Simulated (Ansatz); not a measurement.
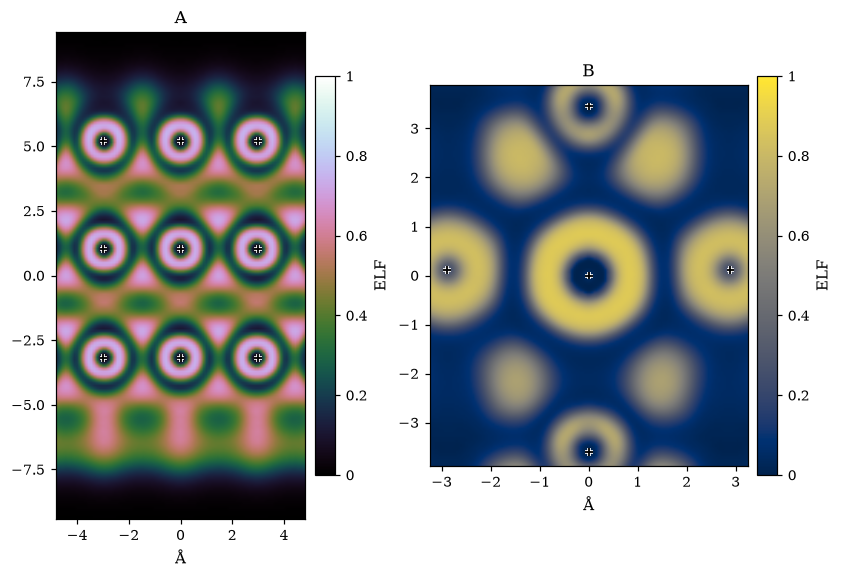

The electron localisation function of 2 systems, each on a plane through atoms (crosses mark nuclei in the plane).

All numbers below come from DFT PBE, scalar-relativistic, plane waves, PAW in Ansatz 0.2.0.

System 1: Ta (slab), the (010) plane of the calculation cell, a cut from vacuum to vacuum. 

```yaml
crystal:
  lattice:
    - [2.98613, 0.00000, 0.00000]
    - [0.00000, 2.98613, 0.00000]
    - [0.00000, 0.00000, 25.55755]
  atoms:
    - { symbol: Ta, position: [0.50000, 0.50000, 0.29629] }
    - { symbol: Ta, position: [0.00000, 0.00000, 0.37473] }
    - { symbol: Ta, position: [0.50000, 0.50000, 0.45969] }
    - { symbol: Ta, position: [0.00000, 0.00000, 0.54031] }
    - { symbol: Ta, position: [0.50000, 0.50000, 0.62527] }
    - { symbol: Ta, position: [0.00000, 0.00000, 0.70371] }
```

System 2: BaTiO$_{3}$, the (101) plane of the conventional cell. Space group Amm2; computed without spin polarisation.

```
CELL_PARAMETERS angstrom
3.97205 0.00000 0.00000
0.00000 5.78138 0.00000
0.00000 0.00000 5.83204
ATOMIC_POSITIONS crystal
Ba 0.00000 0.00000 0.01160
Ba 0.00000 0.50000 0.51160
Ti 0.50000 0.50000 0.02782
Ti 0.50000 0.00000 0.52782
O 0.00000 0.00000 0.48722
O 0.00000 0.50000 0.98722
O 0.50000 0.25842 0.23479
O 0.50000 0.75842 0.73479
O 0.50000 0.74158 0.23479
O 0.50000 0.24158 0.73479
```

**Match each panel to its system.**

Panel A is system 1, Ta: the plane holds Ta. Ta–Ta (2.99 Å): the ELF is about 0.30 at the midpoint. Panel B is system 2, BaTiO$_{3}$: the plane holds Ba, Ti and O.
